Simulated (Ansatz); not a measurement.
Run report: NiSb, geometry relaxation (part 1 of 2)

NiSb (P6₃/mmc, 4 atoms in the cell), computed with DFT PBEsol, scalar-relativistic, plane waves, PAW, no spin polarisation (Ansatz 0.2.0).

The structure derives from an entry of the Crystallography Open Database. Figures and captions count atoms from 1; the log counts them from 0 in places.

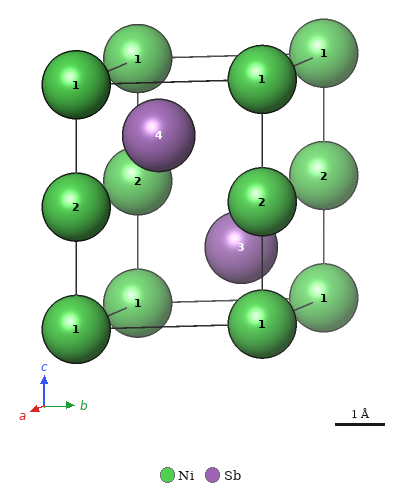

*The starting structure (spheres-only view of the cell of the calculation, seen slightly off an axis; atoms are numbered from 1 in the order of the input).*

### Results in brief

- outcome: converged
- space group (tolerance 0.01 Å): P6₃/mmc (194)
- electrons treated: 66
- free energy: −24427.3613 eV
- Fermi energy: 15.489 eV
- gap on the k-point mesh: none (metallic)
- pressure: 0.01 GPa
- final volume: 67.33 Å³
- largest force (length of the vector) at the end: under 0.001 eV/Å
- final cell: a = 3.916 Å, b = 3.916 Å, c = 5.070 Å, α = 90.00°, β = 90.00°, γ = 120.00°
- hardware: 1 thread of Arm Neoverse V1, 24 GiB of memory available, shared host
- wall time: 75 s
- peak memory: 0.48 GiB

### Remarks

The run has no spin polarisation, so a magnetic state may lie lower.

### The input
```yaml
crystal:
  lattice:
    - [3.9399999606, 0.0, 0.0]
    - [-1.9699999803, 3.4121400568, 0.0]
    - [0.0, 0.0, 5.14]
  atoms:
    - { symbol: Ni, position: [0.0, 0.0, 0.0] }
    - { symbol: Ni, position: [0.0, 0.0, 0.5] }
    - { symbol: Sb, position: [0.3333333333, 0.6666666667, 0.25] }
    - { symbol: Sb, position: [0.6666666667, 0.3333333333, 0.75] }
basis:
  ecutwfc: 420
kpoints:
  mp_grid: { grid: [12, 12, 8] }
hamiltonian:
  xc: pbesol
scf:
  occupations: { method: gaussian, width: 0.1 }
output:
  forces: true
  stress: true
  eigenvalues: true
relax:
  adjacent_minimum: "off"
  f_tol: 0.005
  max_steps: 80
  cell: { stress_tol: 0.05 }
```

Command:
```bash
ansatz run input.yaml --threads 1 --pin off --max-ram 2560MiB --backend cpu --events-out ev --progress --plain --runs-dir out
```

### Log
```
Engine: ansatz 0.2.0, aarch64-unknown-linux-gnu
Pseudopotentials: kind: paw
Pseudopotential: Ni, paw, valence charge 18, recommended cutoff 420 eV (normal), Ni.paw.azcp
Pseudopotential: Sb, paw, valence charge 15, recommended cutoff 420 eV (normal), Sb.paw.azcp
Functional definition: PBEsol
  exchange = pbesol_x
  correlation = pbesol_c
Crystal: 4 atoms, lattice volume = 69.101 Å³
Basis set: ecut = 420 eV, 1385 PW (Γ), exchange–correlation on 54×54×72 points (8 copies of the dense FFT grid, shifted against one another)
Bands: 40, of which v1, the nominal top of the filled ones, is band 33 counted from 1 (32 counted from 0)
Symmetry: 24 space group operations
Space group: P63/mmc (ITA 194), of the structure as read, at distance tolerance 4.1e-5 Å
k-points: 95 of 1152
Non-local potential: Ni, projectors of the file, l = 0: 3, l = 1: 2, l = 2: 3, l = 3: 1
Non-local potential: Sb, projectors of the file, l = 0: 2, l = 1: 2, l = 2: 2, l = 3: 2
PAW form: soft (Blöchl's): semilocal exchange-correlation on the pseudo side does not see the compensation charge
PAW frozen core: Ni, regenerated for the run's functional, and the local potential with it (the file was generated under x = pbe(κ = 0.804, μ = 0.2195149727645171), c = pbe(β = 0.06672455060314922))
PAW frozen core: Sb, regenerated for the run's functional, and the local potential with it (the file was generated under x = pbe(κ = 0.804, μ = 0.2195149727645171), c = pbe(β = 0.06672455060314922))
PAW one-centre angular grid: Ni, 590 points (default); XC on 64 Gauss nodes
PAW one-centre angular grid: Sb, 590 points (default); XC on 64 Gauss nodes
Initial density: superposition of atomic densities (neutral atoms: chi_scale 0, normalization atom), corrected by the library's trained network
Initial wavefunctions: pseudopotential atomic-orbital guess
Functional: x = pbesol(κ = 0.804, μ = 0.12345679012345678), c = pbesol(β = 0.046)
SCF iter   1: F=—  HF=-24427.353577 eV  |F-HF|=—  |Δ(HF+E_count)|=         —  Δρ=1.38e-2  dr2=7.57e-2  ethr=1.77e-3  ⟨swp⟩=6.5  Hψ=14988  notcnv=0  defer=6
preconditioner: auto → Kerker (q_TF=auto, 2.707 Å⁻¹)  [metal: Δε(μ)=0.027 eV  Ē_g=18.008 eV  σ=0.100 eV  W_gap=0.15  n_scr=22 (ndim 8)  ℏωp=31.6 eV  f_vac=0.006  D(μ)=1.76/eV (n_scr^D=8)]
SCF iter   2: F=—  HF=-24427.343208 eV  |F-HF|=—  |Δ(HF+E_count)|=   1.04e-2  Δρ=3.91e-3  dr2=6.23e-3  ethr=1.15e-4  ⟨swp⟩=2.6  Hψ=6659  notcnv=0  defer=92
SCF iter   3: F=—  HF=-24427.342532 eV  |F-HF|=—  |Δ(HF+E_count)|=   6.76e-4  Δρ=9.81e-4  dr2=5.13e-4  ethr=9.44e-6  ⟨swp⟩=1.5  Hψ=4363  notcnv=0  defer=92
SCF iter   4: F=—  HF=-24427.342476 eV  |F-HF|=—  |Δ(HF+E_count)|=   5.61e-5  Δρ=1.48e-4  dr2=1.74e-5  ethr=7.77e-7  ⟨swp⟩=2.1  Hψ=4485  notcnv=0  defer=92
SCF iter   5: F=—  HF=-24427.342474 eV  |F-HF|=—  |Δ(HF+E_count)|=   1.79e-6  Δρ=6.44e-5  dr2=4.26e-6  ethr=2.64e-8  ⟨swp⟩=2.2  Hψ=5562  notcnv=0  defer=92
SCF iter   6: F=—  HF=-24427.342474 eV  |F-HF|=—  |Δ(HF+E_count)|=   4.40e-7  Δρ=2.63e-5  dr2=6.09e-7  ethr=6.45e-9  ⟨swp⟩=2.0  Hψ=4038  notcnv=0  defer=92
SCF iter   7: F=-24427.342474 eV  HF=-24427.342474 eV  |F-HF|=1.51e-8  |Δ(HF+E_count)|=   1.01e-8  Δρ=7.32e-6  dr2=3.18e-8  ethr=1.52e-10  ⟨swp⟩=8.9  Hψ=17326  notcnv=0
SCF 1 converged in 7 iterations: F = -24427.342474 eV  dr2 = 3.18e-8
  greatest PAW one-centre occupation: 1.001 electrons in one spin orbital (limit 2), on the Ni atom at site 1 (counted from 0), in its partial waves of l = 1
relax step   1: F+E_penalty+E_count = -24427.34247441 eV  Δ(F+E_penalty+E_count) = +0.000e0 eV  max|allowed force component| = 9.252e-18 eV/Å  Δτ_max = 0.0000 Å  P = -3.167 GPa  Ω = 69.101 Å³  (7 SCF iters, dr2 threshold 1.00e-7 eV, accepted)
Crystal: 4 atoms, lattice volume = 66.952 Å³
Basis set: ecut = 420 eV, 1301 PW (Γ), exchange–correlation on 54×54×72 points (8 copies of the dense FFT grid, shifted against one another)
Initial density: handed on by an earlier stage of this run
Initial wavefunctions: those handed on with the density
iter 1 solved again at ethr=2.66e-5 eV; its pass at ethr=3.10e-3 eV (dr2=1.75e-2 eV) is discarded
SCF iter   1: F=—  HF=-24427.364056 eV  |F-HF|=—  |Δ(HF+E_count)|=         —  Δρ=4.18e-3  dr2=1.77e-2  ethr=2.66e-5  ⟨swp⟩=1.3  Hψ=19168  notcnv=0
preconditioner: auto → Kerker (q_TF=auto, 2.722 Å⁻¹)  [metal: Δε(μ)=0.018 eV  Ē_g=18.220 eV  σ=0.100 eV  W_gap=0.10  n_scr=22 (ndim 8)  ℏωp=32.1 eV  f_vac=0.002  D(μ)=1.49/eV (n_scr^D=8)]
SCF iter   2: F=—  HF=-24427.362290 eV  |F-HF|=—  |Δ(HF+E_count)|=   1.77e-3  Δρ=2.09e-3  dr2=6.09e-3  ethr=2.66e-5  ⟨swp⟩=1.0  Hψ=3800  notcnv=0
SCF iter   3: F=—  HF=-24427.361020 eV  |F-HF|=—  |Δ(HF+E_count)|=   1.27e-3  Δρ=8.67e-4  dr2=7.38e-4  ethr=9.23e-6  ⟨swp⟩=1.4  Hψ=3874  notcnv=0
SCF iter   4: F=—  HF=-24427.360933 eV  |F-HF|=—  |Δ(HF+E_count)|=   8.74e-5  Δρ=2.94e-4  dr2=4.39e-5  ethr=1.12e-6  ⟨swp⟩=2.0  Hψ=4843  notcnv=0
SCF iter   5: F=—  HF=-24427.360934 eV  |F-HF|=—  |Δ(HF+E_count)|=   8.07e-7  Δρ=5.91e-5  dr2=3.42e-6  ethr=6.66e-8  ⟨swp⟩=1.1  Hψ=3878  notcnv=0
SCF iter   6: F=—  HF=-24427.360934 eV  |F-HF|=—  |Δ(HF+E_count)|=   1.74e-7  Δρ=2.61e-5  dr2=6.65e-7  ethr=5.18e-9  ⟨swp⟩=2.8  Hψ=6647  notcnv=0
SCF iter   7: F=-24427.360934 eV  HF=-24427.360934 eV  |F-HF|=5.52e-8  |Δ(HF+E_count)|=   1.36e-8  Δρ=1.12e-5  dr2=1.11e-7  ethr=6.06e-10  ⟨swp⟩=5.0  Hψ=15137  notcnv=0
SCF 2 converged in 7 iterations: F = -24427.360934 eV  dr2 = 1.11e-7
relax step   2: F+E_penalty+E_count = -24427.36093368 eV  Δ(F+E_penalty+E_count) = -1.846e-2 eV  max|allowed force component| = 6.476e-17 eV/Å  Δτ_max = 0.0000 Å  P = +0.755 GPa  Ω = 66.952 Å³  energy of the carried Pulay correction = +8.465e-4 eV  (7 SCF iters, dr2 threshold 4.00e-7 eV, accepted)
Crystal: 4 atoms, lattice volume = 67.348 Å³
Basis set: ecut = 420 eV, 1337 PW (Γ), exchange–correlation on 54×54×72 points (8 copies of the dense FFT grid, shifted against one another)
iter 1 solved again at ethr=9.58e-7 eV; its pass at ethr=3.10e-3 eV (dr2=6.32e-4 eV) is discarded
SCF iter   1: F=—  HF=-24427.362147 eV  |F-HF|=—  |Δ(HF+E_count)|=         —  Δρ=9.84e-4  dr2=7.41e-4  ethr=9.58e-7  ⟨swp⟩=2.0  Hψ=17026  notcnv=0
preconditioner: auto → Kerker (q_TF=auto, 2.719 Å⁻¹)  [metal: Δε(μ)=0.004 eV  Ē_g=18.196 eV  σ=0.100 eV  W_gap=0.02  n_scr=22 (ndim 8)  ℏωp=32.0 eV  f_vac=0.004  D(μ)=1.68/eV (n_scr^D=8)]
SCF iter   2: F=—  HF=-24427.362082 eV  |F-HF|=—  |Δ(HF+E_count)|=   6.54e-5  Δρ=4.49e-4  dr2=2.17e-4  ethr=9.58e-7  ⟨swp⟩=1.0  Hψ=3800  notcnv=0
SCF iter   3: F=—  HF=-24427.362033 eV  |F-HF|=—  |Δ(HF+E_count)|=   4.84e-5  Δρ=2.02e-4  dr2=3.72e-5  ethr=3.29e-7  ⟨swp⟩=1.0  Hψ=3804  notcnv=0
SCF iter   4: F=—  HF=-24427.362029 eV  |F-HF|=—  |Δ(HF+E_count)|=   4.43e-6  Δρ=6.32e-5  dr2=1.78e-6  ethr=5.63e-8  ⟨swp⟩=2.0  Hψ=4321  notcnv=0
iter 5 did not close the SCF: its close was put off for the readings that it lacked (scf_convergence_deferred on its scf_iter line)
SCF iter   5: F=-24427.362029 eV  HF=-24427.362029 eV  |F-HF|=1.64e-8  |Δ(HF+E_count)|=   9.78e-9  Δρ=1.27e-5  dr2=1.38e-7  ethr=2.70e-9  ⟨swp⟩=2.1  Hψ=5086  notcnv=0
SCF iter   6: F=-24427.362029 eV  HF=-24427.362029 eV  |F-HF|=2.66e-9  |Δ(HF+E_count)|=   8.47e-9  Δρ=5.63e-6  dr2=3.13e-8  ethr=2.10e-10  ⟨swp⟩=2.5  Hψ=13154  notcnv=0
SCF 3 converged in 6 iterations: F = -24427.362029 eV  dr2 = 3.13e-8
  greatest PAW one-centre occupation: 1.001 electrons in one spin orbital (limit 2), on the Ni atom at site 0 (counted from 0), in its partial waves of l = 1
relax step   3: F+E_penalty+E_count = -24427.36202899 eV  Δ(F+E_penalty+E_count) = -1.095e-3 eV  max|allowed force component| = 3.701e-17 eV/Å  Δτ_max = 0.0000 Å  P = -0.026 GPa  Ω = 67.348 Å³  energy of the carried Pulay correction = +6.891e-4 eV  (6 SCF iters, dr2 threshold 4.00e-7 eV, accepted)
Crystal: 4 atoms, lattice volume = 67.334 Å³
iter 1 solved again at ethr=3.10e-9 eV; its pass at ethr=3.10e-3 eV (dr2=2.04e-6 eV) is discarded
SCF iter   1: F=—  HF=-24427.362059 eV  |F-HF|=—  |Δ(HF+E_count)|=         —  Δρ=9.44e-5  dr2=2.85e-6  ethr=3.10e-9  ⟨swp⟩=3.0  Hψ=19744  notcnv=0
preconditioner: auto → Kerker (q_TF=auto, 2.719 Å⁻¹)  [metal: Δε(μ)=0.007 eV  Ē_g=18.195 eV  σ=0.100 eV  W_gap=0.04  n_scr=22 (ndim 8)  ℏωp=32.0 eV  f_vac=0.004  D(μ)=1.67/eV (n_scr^D=8)]
SCF iter   2: F=—  HF=-24427.362055 eV  |F-HF|=—  |Δ(HF+E_count)|=   3.37e-6  Δρ=5.14e-5  dr2=1.27e-6  ethr=3.10e-9  ⟨swp⟩=1.0  Hψ=3800  notcnv=0
SCF iter   3: F=—  HF=-24427.362055 eV  |F-HF|=—  |Δ(HF+E_count)|=   4.89e-7  Δρ=7.80e-6  dr2=6.71e-8  ethr=1.92e-9  ⟨swp⟩=2.0  Hψ=4809  notcnv=0
iter 4 did not close the SCF: its close was put off for the readings that it lacked (scf_convergence_deferred on its scf_iter line)
SCF iter   4: F=-24427.362055 eV  HF=-24427.362055 eV  |F-HF|=1.33e-8  |Δ(HF+E_count)|=   1.67e-8  Δρ=4.74e-6  dr2=1.34e-8  ethr=1.02e-10  ⟨swp⟩=2.0  Hψ=5256  notcnv=0
iter 5 did not close the SCF: its close was put off for the readings that it lacked (scf_convergence_deferred on its scf_iter line)
SCF iter   5: F=-24427.362055 eV  HF=-24427.362055 eV  |F-HF|=2.18e-11  |Δ(HF+E_count)|=   1.60e-9  Δρ=7.43e-7  dr2=2.39e-10  ethr=2.04e-11  ⟨swp⟩=2.1  Hψ=4292  notcnv=0
SCF iter   6: F=-24427.362055 eV  HF=-24427.362055 eV  |F-HF|=3.64e-12  |Δ(HF+E_count)|=  7.64e-11  Δρ=3.00e-7  dr2=2.92e-11  ethr=1.00e-12  ⟨swp⟩=2.0  Hψ=11021  notcnv=0
SCF 4 converged in 6 iterations: F = -24427.362055 eV  dr2 = 2.92e-11
relax step   4: F+E_penalty+E_count = -24427.36205475 eV  Δ(F+E_penalty+E_count) = -2.577e-5 eV  max|allowed force component| = 2.776e-17 eV/Å  Δτ_max = 0.0000 Å  P = -0.000 GPa  Ω = 67.334 Å³  energy of the carried Pulay correction = +6.945e-4 eV  (6 SCF iters, dr2 threshold 3.16e-8 eV, accepted)
Initial wavefunctions: pseudopotential atomic-orbital guess (no wavefunctions were taken with the density)
iter 1 solved again at ethr=1.10e-7 eV; its pass at ethr=3.10e-3 eV (dr2=7.26e-5 eV) is discarded
SCF iter   1: F=—  HF=-24427.361320 eV  |F-HF|=—  |Δ(HF+E_count)|=         —  Δρ=3.63e-5  dr2=1.09e-7  ethr=1.10e-7  ⟨swp⟩=3.1  Hψ=25693  notcnv=0
SCF iter   2: F=—  HF=-24427.361318 eV  |F-HF|=—  |Δ(HF+E_count)|=   2.05e-6  Δρ=2.38e-5  dr2=1.65e-7  ethr=1.65e-10  ⟨swp⟩=2.2  Hψ=6987  notcnv=0
SCF iter   3: F=—  HF=-24427.361318 eV  |F-HF|=—  |Δ(HF+E_count)|=   4.36e-9  Δρ=7.38e-6  dr2=1.91e-8  ethr=1.65e-10  ⟨swp⟩=1.0  Hψ=3813  notcnv=0
SCF iter   4: F=—  HF=-24427.361318 eV  |F-HF|=—  |Δ(HF+E_count)|=   2.42e-9  Δρ=9.90e-7  dr2=1.81e-10  ethr=2.89e-11  ⟨swp⟩=2.0  Hψ=4841  notcnv=0
iter 5 did not close the SCF: its close was put off for the readings that it lacked (scf_convergence_deferred on its scf_iter line)
SCF iter   5: F=-24427.361318 eV  HF=-24427.361318 eV  |F-HF|=7.28e-12  |Δ(HF+E_count)|=  3.20e-10  Δρ=1.79e-7  dr2=7.45e-12  ethr=1.00e-12  ⟨swp⟩=2.4  Hψ=5656  notcnv=0
SCF iter   6: F=-24427.361318 eV  HF=-24427.361318 eV  |F-HF|=0.00e0  |Δ(HF+E_count)|=  1.46e-11  Δρ=4.70e-8  dr2=1.61e-12  ethr=1.00e-12  ⟨swp⟩=3.1  Hψ=12611  notcnv=0
SCF 5 converged in 6 iterations: F = -24427.361318 eV  dr2 = 1.61e-12
relax step   5: F+E_penalty+E_count = -24427.36131787 eV  Δ(F+E_penalty+E_count) = +7.369e-4 eV  max|allowed force component| = 2.776e-17 eV/Å  Δτ_max = 0.0000 Å  P = +0.009 GPa  Ω = 67.334 Å³  stress off target by 1.03e-2 GPa  SCF on the basis re-selected at this cell (its energy is not comparable with the rows above)  (6 SCF iters)
```
